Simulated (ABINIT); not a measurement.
**Run report: CdS, positron calculation (part 2 of 2)**

The same run, continued: CdS (4 atoms in the cell); Kohn-Sham DFT of a periodic cell, PBEsol, JTH PAW PBE v2.0, no spin polarisation (ABINIT 10.8.3); cutoff 598.65 eV, 5×5×3 k-mesh, fermi-dirac of 0.05 eV. The structure derives from an entry of the Crystallography Open Database.

Geometry of the input (Å; fractional positions):
```
4.1259  0.0000  0.0000
-2.0630  3.5732  0.0000
0.0000  0.0000  6.7144
Cd 0.6667  0.3333  0.4994
Cd 0.3333  0.6667  -0.0006
S  0.6667  0.3333  0.8756
S  0.3333  0.6667  0.3756
```

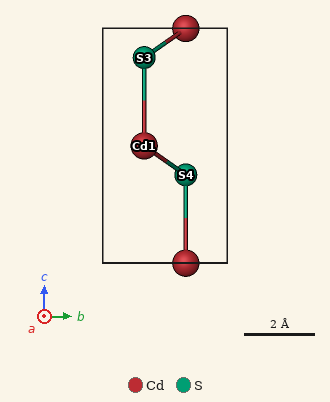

Fig. 1: The structure as given in the input (ball-and-stick view of the cell of the calculation, along the a axis; atoms are numbered from 1 in the order of the input).

## Output, continued
```
 cartesian forces (hartree/bohr) at end:
    1      0.00000000000000     0.00000000000000    -0.00004996279916
    2      0.00000000000000     0.00000000000000    -0.00004996279916
    3     -0.00000000000000     0.00000000000000     0.00004996279916
    4     -0.00000000000000    -0.00000000000000     0.00004996279916
 frms,max,avg= 2.8846036E-05 4.9962799E-05   0.000E+00  0.000E+00 -3.316E-05 h/b

 cartesian forces (eV/Angstrom) at end:
    1      0.00000000000000     0.00000000000000    -0.00256919043150
    2      0.00000000000000     0.00000000000000    -0.00256919043150
    3     -0.00000000000000     0.00000000000000     0.00256919043150
    4     -0.00000000000000    -0.00000000000000     0.00256919043150
 frms,max,avg= 1.4833228E-03 2.5691904E-03   0.000E+00  0.000E+00 -1.705E-03 e/A
 length scales=  7.796911370689  7.796911378437 12.688410207797 bohr
              =  4.125947810000  4.125947814100  6.714417520000 angstroms
 Fermi (or HOMO) energy (hartree) =   0.14976   Average Vxc (hartree)=  -0.33664
 Eigenvalues (hartree) for nkpt=  10  k points:
 kpt#   1, nband= 22, wtk=  0.01333, kpt=  0.0000  0.0000  0.0000 (reduced coord)
  -0.32687   -0.31016   -0.15451   -0.15417   -0.15417   -0.15100   -0.15100   -0.13850
  -0.13850   -0.13499   -0.13499   -0.12226   -0.03576    0.10061    0.10061    0.12750
   0.12936    0.12936    0.16850    0.22708    0.36242    0.36242
      occupation numbers for kpt#   1
   2.00000    2.00000    2.00000    2.00000    2.00000    2.00000    2.00000    2.00000
   2.00000    2.00000    2.00000    2.00000    2.00000    2.00000    2.00000    1.99999
   1.99997    1.99997    0.00007    0.00000    0.00000    0.00000
 prteigrs : prtvol=0 or 1, do not print more k-points.

--- !EnergyTerms
iteration_state     : {dtset: 1, }
comment             : Components of total free energy in Hartree
kinetic             :  3.45030060078368E+01
hartree             :  2.85457089917117E+01
xc                  : -1.36656142499717E+01
Ewald energy        : -8.53079856855330E+01
psp_core            :  3.13311281545782E+00
local_psp           : -8.90233493269286E+01
PAW spherical_terms :  5.99969827197818E+00
internal            : -1.15815423175449E+02
'-kT*entropy'       : -4.30005060760519E-08
total_energy        : -1.15815423218449E+02
total_energy_eV     : -3.15149821443898E+03
...

--- !EnergyTermsDC
iteration_state     : {dtset: 1, }
comment             : '"Double-counting" decomposition of free energy'
band_energy         : -3.42704065892414E+00
Ewald energy        : -8.53079856855330E+01
psp_core            :  3.13311281545782E+00
xc_dc               : -2.68940104732718E+01
PAW spherical_terms : -3.31949736918914E+00
internal            : -1.15815421371460E+02
'-kT*entropy'       : -4.30005060760519E-08
total_energy_dc     : -1.15815421414461E+02
total_energy_dc_eV  : -3.15149816534995E+03
...

--- !EnergyTermsWithPAWCore
iteration_state     : {dtset: 1, }
comment             : 'Components of total free energy, including PAW core contributions'
Total energy        : -1.19814239471150E+04
Total energy DC     : -1.19814239453110E+04
Total energy (eV)   : -3.26031154801793E+05
Total energy DC (eV): -3.26031154752704E+05
...

 Cartesian components of stress tensor (hartree/bohr^3)
  sigma(1 1)= -7.28505919E-07  sigma(3 2)=  0.00000000E+00
  sigma(2 2)= -7.28511075E-07  sigma(3 1)=  0.00000000E+00
  sigma(3 3)= -2.10878753E-07  sigma(2 1)=  6.48091932E-12

-Cartesian components of stress tensor (GPa)         [Pressure=  1.6357E-02 GPa]
- sigma(1 1)= -2.14333841E-02  sigma(3 2)=  0.00000000E+00
- sigma(2 2)= -2.14335358E-02  sigma(3 1)=  0.00000000E+00
- sigma(3 3)= -6.20426712E-03  sigma(2 1)=  1.90675229E-07

================================================================================
== DATASET  2 ==================================================================

--- !DatasetInfo
iteration_state: {dtset: 2, }
dimensions: {natom: 4, nkpt: 1, mband: 1, nsppol: 1, nspinor: 1, nspden: 1, mpw: 1649, }
cutoff_energies: {ecut:  22.0, pawecutdg:  44.0, }
electrons: {nelect:   1.00000000E+00, charge:   0.00000000E+00, occopt:   2.00000000E+00, tsmear:   1.00000000E-02, }
meta: {optdriver: 0, ionmov: 0, optcell: 0, iscf: 17, paral_kgb: 0, }
...

 mkfilename : getden/=0, take file _DEN from output of DATASET   1.

 Real(R)+Recip(G) space primitive vectors, cartesian coordinates (Bohr,Bohr^-1):
 R(1)=  7.7969114  0.0000000  0.0000000  G(1)=  0.1282559  0.0740486  0.0000000
 R(2)= -3.8984557  6.7523233  0.0000000  G(2)=  0.0000000  0.1480972  0.0000000
 R(3)=  0.0000000  0.0000000 12.6884102  G(3)=  0.0000000  0.0000000  0.0788121
 Unit cell volume ucvol=  6.6801011E+02 bohr^3
 Angles (23,13,12)=  9.00000000E+01  9.00000000E+01  1.20000000E+02 degrees

 Coarse grid specifications (used for wave-functions):

 getcut: wavevector=  0.0000  0.0000  0.0000  ngfft=  36  36  54
         ecut(hartree)=     22.000   => boxcut(ratio)=   2.01563

 Fine grid specifications (used for densities):

 getcut: wavevector=  0.0000  0.0000  0.0000  ngfft=  48  48  80
         ecut(hartree)=     44.000   => boxcut(ratio)=   2.06171

--- Pseudopotential description ------------------------------------------------
- pspini: atom type   1  psp file is ./Cd.GGA_PBE-JTH.xml
 Pseudopotential format is: paw10
 basis_size (lnmax)=  6 (lmn_size= 18), orbitals=   0   0   1   1   2   2
 Spheres core radius: rc_sph= 2.50233826
 Shapefunction is BESSEL type: shapef(r,l)=aa(1,l)*jl(q(1,l)*r)+aa(2,l)*jl(q(2,l)*r)
 Radius for shape functions =  2.31074885
 Compensation charge density is not taken into account in XC energy/potential

- pspini: atom type   2  psp file is ./S.GGA_PBE-JTH.xml
 Pseudopotential format is: paw10
 basis_size (lnmax)=  4 (lmn_size=  8), orbitals=   0   0   1   1
 Spheres core radius: rc_sph= 1.90380259
 Shapefunction is SIN type: shapef(r)=[sin(pi*r/rshp)/(pi*r/rshp)]**2
 Radius for shape functions =  1.40128485
 Compensation charge density is not taken into account in XC energy/potential

--------------------------------------------------------------------------------

================================================================================

--- !BeginCycle
iteration_state: {dtset: 2, }
solver: {iscf: 17, nstep: 80, nline: 4, wfoptalg: 10, }
tolerances: {toldfe: 1.00E-09, }
...

     iter   Etot(hartree)      deltaE(h)  residm     nres2
 ETOT  1  -116.06583486385    -1.161E+02 8.965E-01 5.143E-01
 ETOT  2  -116.22415153407    -1.583E-01 1.031E-01 1.289E-01
 ETOT  3  -116.23976173540    -1.561E-02 7.109E-02 7.576E-02
 ETOT  4  -116.24329046264    -3.529E-03 6.740E-03 9.798E-04
 ETOT  5  -116.24446606529    -1.176E-03 4.129E-03 1.845E-04
 ETOT  6  -116.24490058146    -4.345E-04 9.459E-04 3.147E-05
 ETOT  7  -116.24507479721    -1.742E-04 5.786E-04 5.856E-06
 ETOT  8  -116.24514623807    -7.144E-05 1.709E-04 1.558E-06
 ETOT  9  -116.24517645046    -3.021E-05 1.089E-04 2.671E-07
 ETOT 10  -116.24518957220    -1.312E-05 3.193E-05 6.449E-08
 ETOT 11  -116.24519537317    -5.801E-06 2.149E-05 2.130E-08
 ETOT 12  -116.24519797307    -2.600E-06 6.486E-06 3.921E-09
 ETOT 13  -116.24519914912    -1.176E-06 4.447E-06 3.777E-09
 ETOT 14  -116.24519968471    -5.356E-07 1.341E-06 6.694E-09
 ETOT 15  -116.24519992975    -2.450E-07 9.327E-07 7.136E-09
 ETOT 16  -116.24520004223    -1.125E-07 2.817E-07 6.249E-09
 ETOT 17  -116.24520009398    -5.175E-08 1.974E-07 2.953E-09
 ETOT 18  -116.24520011783    -2.385E-08 5.957E-08 1.841E-09
 ETOT 19  -116.24520012884    -1.101E-08 4.196E-08 4.286E-10
 ETOT 20  -116.24520013393    -5.085E-09 1.266E-08 3.946E-11
 ETOT 21  -116.24520013628    -2.351E-09 8.944E-09 5.476E-12
 ETOT 22  -116.24520013736    -1.087E-09 2.700E-09 1.082E-12
 ETOT 23  -116.24520013787    -5.032E-10 1.910E-09 3.640E-13
 ETOT 24  -116.24520013810    -2.330E-10 5.770E-10 8.947E-14

 At SCF step   24, etot is converged :
  for the second time, diff in etot=  2.330E-10 < toldfe=  1.000E-09

--- !ResultsGS
iteration_state: {dtset: 2, }
comment   : Summary of ground state results
lattice_vectors:
- [  7.7969114,   0.0000000,   0.0000000, ]
- [ -3.8984557,   6.7523233,   0.0000000, ]
- [  0.0000000,   0.0000000,  12.6884102, ]
lattice_lengths: [   7.79691,    7.79691,   12.68841, ]
lattice_angles: [ 90.000,  90.000, 120.000, ] # degrees, (23, 13, 12)
lattice_volume:   6.6801011E+02
convergence: {deltae: -2.330E-10, res2:  8.947E-14, residm:  5.770E-10, diffor:  0.000E+00, }
etotal    :  -1.16245200E+02
entropy   :   0.00000000E+00
fermie    :  -4.29778724E-01
cartesian_stress_tensor: null
pressure_GPa: null
xred      :
- [  6.6667E-01,   3.3333E-01,   4.9937E-01, Cd]
- [  3.3333E-01,   6.6667E-01,  -6.3363E-04, Cd]
- [  6.6667E-01,   3.3333E-01,   8.7563E-01,  S]
- [  3.3333E-01,   6.6667E-01,   3.7563E-01,  S]
cartesian_forces: null
force_length_stats: {min: null, max: null, mean: null, }
...

 Integrated electronic density in atomic spheres:
 ------------------------------------------------
 Atom  Sphere_radius  Integrated_density
    1        2.50234          0.01928663
    2        2.50234          0.01928663
    3        1.90380          0.00835956
    4        1.90380          0.00835956

--------------------------------------------------------------------------------
 Results for electron-positron annihilation:

2 computations of positron lifetime have been performed (with different enhancement factors).

########## Lifetime computation 1

 # Zero-positron density limit of Arponen and Pajanne provided by Boronski & Nieminen
   Ref.: Boronski and R.M. Nieminen, Phys. Rev. B 34, 3820 (1986)
 # Enhancement factor of Boronski & Nieminen
   Ref.: Boronski and R.M. Nieminen, Phys. Rev. B 34, 3820 (1986)

 Positron lifetime                         (ps)   =  2.92335760E+02
 Positron lifetime with IPM for core elec. (ps)   =  2.95171492E+02
 Annihilation rate                         (ns-1) =  3.42072417E+00
 Annihilation rate with IPM for core elec. (ns-1) =  3.38786105E+00

 Annihilation rate core/valence decomposition:
   Core    contribution to ann.rate          (ns-1) =  2.27790777E-01
   Valence contribution to ann.rate          (ns-1) =  3.19293339E+00
   Core    contribution to ann.rate with IPM (ns-1) =  1.85524520E-01
   Valence contribution to ann.rate with IPM (ns-1) =  3.20233653E+00

 Annihilation rate PAW decomposition:
   Plane-wave contribution to ann.rate          (ns-1) =  3.31757125E+00
   Plane-wave valence contribution to ann.rate  (ns-1) =  3.27375585E+00
   On-site core contribution to ann.rate        (ns-1) =  1.83975382E-01
   On-site valence contribution to ann.rate     (ns-1) = -8.08224649E-02
   Plane-wave contribution to ann.rate with IPM (ns-1) =  3.30057658E+00
   Plane-wave core contrb. to ann.rate with IPM (ns-1) =  1.71651217E-02

########## Lifetime computation 2

 # Zero-positron density limit of Arponen and Pajanne provided by Boronski & Nieminen
   Ref.: Boronski and R.M. Nieminen, Phys. Rev. B 34, 3820 (1986)
 # Enhancement factor of Boronski & Nieminen IN THE RPA LIMIT
   Ref.: Boronski and R.M. Nieminen, Phys. Rev. B 34, 3820 (1986)

 Positron lifetime                         (ps)   =  2.45403756E+02
 Positron lifetime with IPM for core elec. (ps)   =  2.47383185E+02
 Annihilation rate                         (ns-1) =  4.07491725E+00
 Annihilation rate with IPM for core elec. (ns-1) =  4.04231192E+00

 Annihilation rate core/valence decomposition:
   Core    contribution to ann.rate          (ns-1) =  2.28154707E-01
   Valence contribution to ann.rate          (ns-1) =  3.84676255E+00
   Core    contribution to ann.rate with IPM (ns-1) =  1.85524520E-01
   Valence contribution to ann.rate with IPM (ns-1) =  3.85678740E+00

 Annihilation rate PAW decomposition:
   Plane-wave contribution to ann.rate          (ns-1) =  3.97184862E+00
   Plane-wave valence contribution to ann.rate  (ns-1) =  3.92765312E+00
   On-site core contribution to ann.rate        (ns-1) =  1.83959208E-01
   On-site valence contribution to ann.rate     (ns-1) = -8.08905727E-02
   Plane-wave contribution to ann.rate with IPM (ns-1) =  3.95513605E+00
   Plane-wave core contrb. to ann.rate with IPM (ns-1) =  1.71651217E-02

      (*) IPM=Independent particle Model

================================================================================

 ----iterations are completed or convergence reached----

 Mean square residual over all n,k,spin=   57.701E-11; max=  57.701E-11
 reduced coordinates (array xred) for    4 atoms
       0.666666666667      0.333333333333      0.499366370000
       0.333333333333      0.666666666667     -0.000633630000
       0.666666666667      0.333333333333      0.875633630000
       0.333333333333      0.666666666667      0.375633630000
 rms dE/dt=  0.0000E+00; max dE/dt=  0.0000E+00; dE/dt below (all hartree)
    1       0.000000000000      0.000000000000      0.000000000000
    2       0.000000000000      0.000000000000      0.000000000000
    3       0.000000000000      0.000000000000      0.000000000000
    4       0.000000000000      0.000000000000      0.000000000000

 cartesian coordinates (angstrom) at end:
    1      2.06297390335395     1.19105854003777     3.35295430362680
    2     -0.00000000329211     2.38211708007553    -0.00425445637320
    3      2.06297390335395     1.19105854003777     5.87936978637320
    4     -0.00000000329211     2.38211708007553     2.52216102637320
 length scales=  7.796911370689  7.796911378437 12.688410207797 bohr
              =  4.125947810000  4.125947814100  6.714417520000 angstroms
 Fermi (or HOMO) energy (hartree) =  -0.42978   Average Vxc (hartree)=  -0.31326
 Eigenvalues (hartree) for nkpt=   1  k points:
 kpt#   1, nband=  1, wtk=  1.00000, kpt=  0.0000  0.0000  0.0000 (reduced coord)
  -0.42978

--- !EnergyTerms
iteration_state     : {dtset: 2, }
comment             : Components of total free energy in Hartree
kinetic             :  1.02470372348597E-01
local_psp           : -8.25874925326742E-01
PAW spherical_terms :  4.16399035449678E-03
positronic          : -7.19240562623647E-01
electronic          : -1.15815421414461E+02
electron_positron_interaction:  2.89461836182519E-01
total_energy        : -1.16245200140902E+02
total_energy_eV     : -3.16319304027545E+03
...

--- !EnergyTermsDC
iteration_state     : {dtset: 2, }
comment             : '"Double-counting" decomposition of free energy'
band_energy         : -4.29778723640488E-01
PAW spherical_terms :  0.00000000000000E+00
electron_positron_dc: -2.89461836182453E-01
positronic          : -7.19240559822929E-01
electronic          : -1.15815421414461E+02
electron_positron_interaction:  2.89461836182519E-01
total_energy_dc     : -1.16245200138101E+02
total_energy_dc_eV  : -3.16319304019923E+03
...

== END DATASET(S) ==============================================================
================================================================================

 -outvars: echo values of variables after computation  --------
            acell      7.7969113707E+00  7.7969113784E+00  1.2688410208E+01 Bohr
           etotal1    -1.1581542141E+02
           etotal2    -1.1624520014E+02
            fcart1     1.2156238201E-26  2.3607370342E-26 -4.9962799161E-05
                       1.2156238201E-26  2.3607370342E-26 -4.9962799161E-05
                      -1.8786913584E-26  6.3803700984E-28  4.9962799161E-05
                      -5.5255628187E-27 -4.7852777693E-26  4.9962799161E-05
            fcart2     9.9999999999E+99  9.9999999999E+99  9.9999999999E+99
                       9.9999999999E+99  9.9999999999E+99  9.9999999999E+99
                       9.9999999999E+99  9.9999999999E+99  9.9999999999E+99
                       9.9999999999E+99  9.9999999999E+99  9.9999999999E+99
            rprim      1.0000000000E+00  0.0000000000E+00  0.0000000000E+00
                      -5.0000000070E-01  8.6602540340E-01  0.0000000000E+00
                       0.0000000000E+00  0.0000000000E+00  1.0000000000E+00
           strten1    -7.2850591881E-07 -7.2851107537E-07 -2.1087875306E-07
                       0.0000000000E+00  0.0000000000E+00  6.4809193179E-12
           strten2     9.9999999999E+99  9.9999999999E+99  9.9999999999E+99
                       9.9999999999E+99  9.9999999999E+99  9.9999999999E+99
           xangst      2.0629739034E+00  1.1910585400E+00  3.3529543036E+00
                      -3.2921087216E-09  2.3821170801E+00 -4.2544563732E-03
                       2.0629739034E+00  1.1910585400E+00  5.8793697864E+00
                      -3.2921087216E-09  2.3821170801E+00  2.5221610264E+00
             xred      6.6666666667E-01  3.3333333333E-01  4.9936637000E-01
                       3.3333333333E-01  6.6666666667E-01 -6.3363000000E-04
                       6.6666666667E-01  3.3333333333E-01  8.7563363000E-01
                       3.3333333333E-01  6.6666666667E-01  3.7563363000E-01
 Calculation completed.
```

## Key numbers

```json
{"quantity": "outcome", "value": "converged"}
{"quantity": "space group (tolerance 0.01 Å)", "value": "P6₃mc (186)"}
{"quantity": "electrons treated", "value": "36"}
{"quantity": "free energy", "value": "−3151.4982 eV"}
{"quantity": "positron lifetime (one of the program's estimates)", "value": "245.4 ps"}
{"quantity": "Fermi energy", "value": "4.075 eV"}
{"quantity": "gap on the k-point mesh", "value": "1.07 eV"}
{"quantity": "pressure", "value": "0.02 GPa"}
{"quantity": "largest force (length of the vector)", "value": "0.003 eV/Å"}
{"quantity": "wall time", "value": "68 s"}
{"quantity": "peak memory", "value": "0.15 GiB"}
```

Points of doubt noted for this run: PAW basis incomplete for positron.
